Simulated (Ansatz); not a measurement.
## Two runs on Sn

System: Sn (P6₃/mmc, 8 atoms in the cell).
Method of run 1: DFT PBE, scalar-relativistic, plane waves, PAW, no spin polarisation (Ansatz 0.2.0).

The structure was built on a prototype by a generator; it need not be a known phase. Text and figures count atoms from 1; the logs count them from 0 in places.

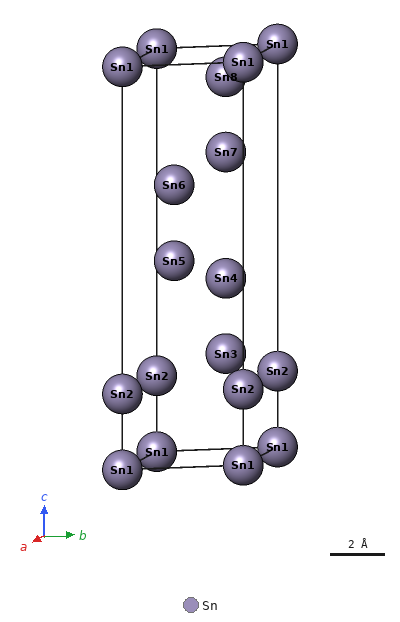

The structure as given in the input (spheres-only view of the cell of the calculation, seen slightly off an axis; atoms are numbered from 1 in the order of the input).

**Input, run 1**
```yaml
crystal:
  lattice:
    - [4.698311597, 0.0, 0.0]
    - [-2.3491557985, 4.0688571979, 0.0]
    - [0.0, 0.0, 15.387604713]
  atoms:
    - { symbol: Sn, position: [0.0, 0.0, -0.0004346061] }
    - { symbol: Sn, position: [0.0, 0.0, 0.1879346061] }
    - { symbol: Sn, position: [0.3333333333, 0.6666666667, 0.2503791445] }
    - { symbol: Sn, position: [0.3333333333, 0.6666666667, 0.4371208555] }
    - { symbol: Sn, position: [0.6666666667, 0.3333333333, 0.4995653939] }
    - { symbol: Sn, position: [0.6666666667, 0.3333333333, 0.6879346061] }
    - { symbol: Sn, position: [0.3333333333, 0.6666666667, 0.7503791445] }
    - { symbol: Sn, position: [0.3333333333, 0.6666666667, 0.9371208555] }
basis:
  ecutwfc: 420
kpoints:
  mp_grid: { grid: [21, 21, 6] }
hamiltonian:
  xc: pbe
scf:
  occupations: { method: gaussian, width: 0.1 }
output:
  forces: true
  stress: true
  eigenvalues: true
```

Launched with:
```bash
ansatz run input.yaml --threads 1 --pin off --max-ram 2560MiB --backend cpu --events-out ev --progress --plain --runs-dir out
```

Hardware: 1 thread of Arm Neoverse V2, 112 GiB of memory available, shared host.

**Output, shortened to warnings, some set-up lines, iterations and results (run 1)**
```
Basis set: ecut = 420 eV, 5721 PW (Γ), exchange–correlation on 64×64×216 points (8 copies of the dense FFT grid, shifted against one another)
Symmetry: 24 space group operations
k-points: 192 of 2646
Initial density: superposition of atomic densities (neutral atoms: chi_scale 0, normalization atom), corrected by the library's trained network
[...]
SCF iter   1: F=—  HF=-48193.635529 eV  |F-HF|=—  |Δ(HF+E_count)|=         —  Δρ=7.98e-4  dr2=4.28e-3  ethr=1.77e-3  ⟨swp⟩=6.7  Hψ=55930  notcnv=0
SCF iter   2: F=—  HF=-48193.634663 eV  |F-HF|=—  |Δ(HF+E_count)|=   8.66e-4  Δρ=6.56e-4  dr2=7.17e-3  ethr=3.82e-6  ⟨swp⟩=3.0  Hψ=26628  notcnv=0  defer=4
SCF iter   3: F=—  HF=-48193.634118 eV  |F-HF|=—  |Δ(HF+E_count)|=   5.46e-4  Δρ=5.07e-4  dr2=4.89e-3  ethr=3.82e-6  ⟨swp⟩=2.7  Hψ=23227  notcnv=0  defer=4
SCF iter   4: F=—  HF=-48193.633253 eV  |F-HF|=—  |Δ(HF+E_count)|=   8.64e-4  Δρ=2.23e-4  dr2=7.41e-4  ethr=3.82e-6  ⟨swp⟩=2.0  Hψ=13756  notcnv=0  defer=4
SCF iter   5: F=—  HF=-48193.633101 eV  |F-HF|=—  |Δ(HF+E_count)|=   1.52e-4  Δρ=4.66e-5  dr2=3.55e-5  ethr=6.62e-7  ⟨swp⟩=2.4  Hψ=17577  notcnv=0  defer=4
SCF iter   6: F=—  HF=-48193.633166 eV  |F-HF|=—  |Δ(HF+E_count)|=   6.43e-5  Δρ=8.46e-6  dr2=5.58e-7  ethr=3.17e-8  ⟨swp⟩=2.9  Hψ=22806  notcnv=0  defer=4
SCF iter   7: F=-48193.633165 eV  HF=-48193.633165 eV  |F-HF|=4.57e-9  |Δ(HF+E_count)|=   1.23e-7  Δρ=1.74e-6  dr2=1.14e-8  ethr=8.93e-11  ⟨swp⟩=11.0  Hψ=66879  notcnv=0
SCF 1 converged in 7 iterations: F = -48193.633165 eV  dr2 = 1.14e-8
SCF converged after 7 iterations
Free energy (F): -48193.633165 eV
Harris-Foulkes:  -48193.633165 eV  (|F-HF|=4.57e-9)
Internal energy: -48193.631030 eV  (E = F + TS)
E sigma→0 (E₀):  -48193.632098 eV
Entropy (-TS):   -0.002136 eV (-0.267 meV/atom)
Fermi energy:    6.992229 eV
--- Per-component energies (eV) ---
  E_band       = -1078.281772
  E_kinetic    = 1492.256452
  E_local      = -9580.259901  (includes V_loc(G=0)·N_el)
  E_nonlocal   = -256.523837
  E_hartree    = 5443.716768
  E_xc         = -3053.739397
  E_vxc        = -760.447831  (∫ρ·V_xc dr)
  E_paw        = -33101.717385  (= ΣΔE_a)
  E_vpaw       = -2860.740501  (= ΣTr[D̂ρ^β])
  E_aug_tail   = -0.000003  (compensation charges beyond the density's cutoff)
  E_ewald      = -9137.363726
  E_smearing   = -0.002136  (= −TS)
  E_closure    = -0.000000  (closes the sum)
  Σ components = -48193.633165   (vs F -48193.633165, Δ=0.00e0)
--- Forces (eV/Å), atoms counted from 1 ---
  atom   1  Sn    -0.00000000    -0.00000000     0.00547963
  atom   2  Sn     0.00000000    -0.00000000    -0.00547963
  atom   3  Sn     0.00000000     0.00000000     0.01029985
  atom   4  Sn    -0.00000000    -0.00000000    -0.01029985
  atom   5  Sn    -0.00000000     0.00000000     0.00547963
  atom   6  Sn     0.00000000     0.00000000    -0.00547963
  atom   7  Sn     0.00000000    -0.00000000     0.01029985
  atom   8  Sn    -0.00000000     0.00000000    -0.01029985
  max |Σ_I F_I| component: 6.94e-18 eV/Å
--- Stress (GPa, compression-positive) ---
       -0.005824      -0.000000       0.000000
        0.000000      -0.005824       0.000000
        0.000000       0.000000      -0.009478
  P = ⅓ Tr σ = -0.0070 GPa (-0.070 kbar)
```

For run 2 the input was changed thus:
```diff
+  xc_grid: 2
+  dispersion: d4
```

Predict how the results change.

The total energies belong to different models, so their difference says nothing on which is more stable or more accurate. The pressure goes from −0.01 to −1.49 GPa. The number of SCF iterations is the same.

**Output, shortened to warnings, some set-up lines, iterations and results (run 2)**
```
Basis set: ecut = 420 eV, 5721 PW (Γ), exchange–correlation on 64×64×216 points (8 copies of the dense FFT grid, shifted against one another)
Symmetry: 24 space group operations
k-points: 192 of 2646
Initial density: superposition of atomic densities (neutral atoms: chi_scale 0, normalization atom), corrected by the library's trained network
[...]
SCF iter   1: F=—  HF=-48196.139459 eV  |F-HF|=—  |Δ(HF+E_count)|=         —  Δρ=7.98e-4  dr2=4.28e-3  ethr=1.77e-3  ⟨swp⟩=6.7  Hψ=55930  notcnv=0
SCF iter   2: F=—  HF=-48196.138592 eV  |F-HF|=—  |Δ(HF+E_count)|=   8.66e-4  Δρ=6.56e-4  dr2=7.17e-3  ethr=3.82e-6  ⟨swp⟩=3.0  Hψ=26628  notcnv=0  defer=4
SCF iter   3: F=—  HF=-48196.138047 eV  |F-HF|=—  |Δ(HF+E_count)|=   5.46e-4  Δρ=5.07e-4  dr2=4.89e-3  ethr=3.82e-6  ⟨swp⟩=2.7  Hψ=23227  notcnv=0  defer=4
SCF iter   4: F=—  HF=-48196.137182 eV  |F-HF|=—  |Δ(HF+E_count)|=   8.64e-4  Δρ=2.23e-4  dr2=7.41e-4  ethr=3.82e-6  ⟨swp⟩=2.0  Hψ=13756  notcnv=0  defer=4
SCF iter   5: F=—  HF=-48196.137031 eV  |F-HF|=—  |Δ(HF+E_count)|=   1.52e-4  Δρ=4.66e-5  dr2=3.55e-5  ethr=6.62e-7  ⟨swp⟩=2.4  Hψ=17577  notcnv=0  defer=4
SCF iter   6: F=—  HF=-48196.137095 eV  |F-HF|=—  |Δ(HF+E_count)|=   6.43e-5  Δρ=8.46e-6  dr2=5.58e-7  ethr=3.17e-8  ⟨swp⟩=2.9  Hψ=22806  notcnv=0  defer=4
SCF iter   7: F=-48196.137095 eV  HF=-48196.137095 eV  |F-HF|=4.57e-9  |Δ(HF+E_count)|=   1.23e-7  Δρ=1.74e-6  dr2=1.14e-8  ethr=8.93e-11  ⟨swp⟩=11.0  Hψ=66879  notcnv=0
SCF 1 converged in 7 iterations: F = -48196.137095 eV  dr2 = 1.14e-8
SCF converged after 7 iterations
Free energy (F): -48196.137095 eV
Harris-Foulkes:  -48196.137095 eV  (|F-HF|=4.57e-9)
Internal energy: -48196.134959 eV  (E = F + TS)
E sigma→0 (E₀):  -48196.136027 eV
Entropy (-TS):   -0.002136 eV (-0.267 meV/atom)
Fermi energy:    6.992229 eV
--- Per-component energies (eV) ---
  E_band       = -1078.281772
  E_kinetic    = 1492.256452
  E_local      = -9580.259901  (includes V_loc(G=0)·N_el)
  E_nonlocal   = -256.523837
  E_hartree    = 5443.716768
  E_xc         = -3053.739397
  E_vxc        = -760.447831  (∫ρ·V_xc dr)
  E_paw        = -33101.717385  (= ΣΔE_a)
  E_vpaw       = -2860.740501  (= ΣTr[D̂ρ^β])
  E_aug_tail   = -0.000003  (compensation charges beyond the density's cutoff)
  E_ewald      = -9137.363726
  E_disp       = -2.503929  (pairwise vdW)
  E_smearing   = -0.002136  (= −TS)
  E_closure    = -0.000000  (closes the sum)
  Σ components = -48196.137095   (vs F -48196.137095, Δ=0.00e0)
--- Forces (eV/Å), atoms counted from 1 ---
  atom   1  Sn    -0.00000000    -0.00000000     0.00453254
  atom   2  Sn     0.00000000    -0.00000000    -0.00453254
  atom   3  Sn     0.00000000     0.00000000     0.01342977
  atom   4  Sn    -0.00000000    -0.00000000    -0.01342977
  atom   5  Sn    -0.00000000     0.00000000     0.00453254
  atom   6  Sn     0.00000000     0.00000000    -0.00453254
  atom   7  Sn     0.00000000    -0.00000000     0.01342977
  atom   8  Sn    -0.00000000     0.00000000    -0.01342977
  max |Σ_I F_I| component: 9.25e-18 eV/Å
--- Stress (GPa, compression-positive) ---
       -1.495361       0.000000       0.000000
       -0.000000      -1.495361       0.000000
        0.000000       0.000000      -1.490039
  P = ⅓ Tr σ = -1.4936 GPa (-14.936 kbar)
```

**The two runs side by side**

| quantity | run 1 | run 2 |
| --- | --- | --- |
| outcome | converged | converged |
| free energy per atom (eV) | −6024.2041 | −6024.5171 |
| gap on the mesh (eV) | 0.00 | 0.00 |
| pressure (GPa) | −0.01 | −1.49 |
| largest force (eV/Å) | 0.010 | 0.013 |
| SCF iterations | 7 | 7 |
| irreducible k-points | 192 | 192 |
| plane waves at Γ | 5721 | 5721 |
| wall time (shared host) | 2.8 min | 2.8 min |
